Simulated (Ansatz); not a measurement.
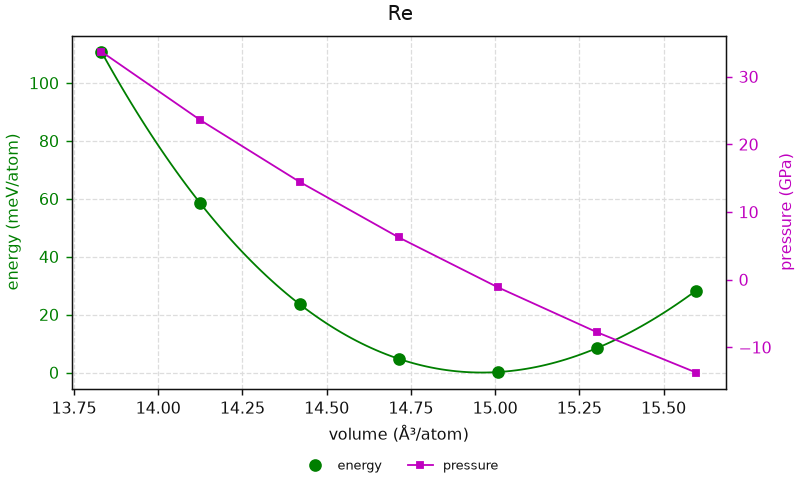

The picture above shows the energy and pressure against volume for Re, space group P6_3/mmc (No. 194).

Cell as given: a = 2.761 Å, b = 2.761 Å, c = 4.458 Å, α = 90.00°, β = 90.00°, γ = 120.00°; 2 atoms.

Calculation (Ansatz 0.2.0): plane-wave DFT, no spin polarisation; energies at scaled volumes of the given cell, shape and fractions fixed, counted from the fit's minimum, third-order Birch-Murnaghan fit. Level: PBE.

- k mesh: 11×11×6
- occupations: Fermi–Dirac
- smearing width: 0.05 eV
- potentials: Ansatz PAW earlier set
- wave cutoff: 560 eV
- density cutoff: 2240 eV

Question: How stiff is the solid, and where is its volume at rest?

Answer: A third-order Birch–Murnaghan fit gives V0 = 14.96 Å³/atom, B0 = 362 GPa and B′ = 4.4.

Question: Read off the course of the pressure.

Answer: It falls from 33.71 GPa at volume 13.83 Å³/atom to −13.74 GPa at 15.60 Å³/atom, and changes sign near 14.96 Å³/atom.

Limits of the calculation: shape and atomic fractions are frozen while scaling, which makes layered, chain and framework solids too stiff.
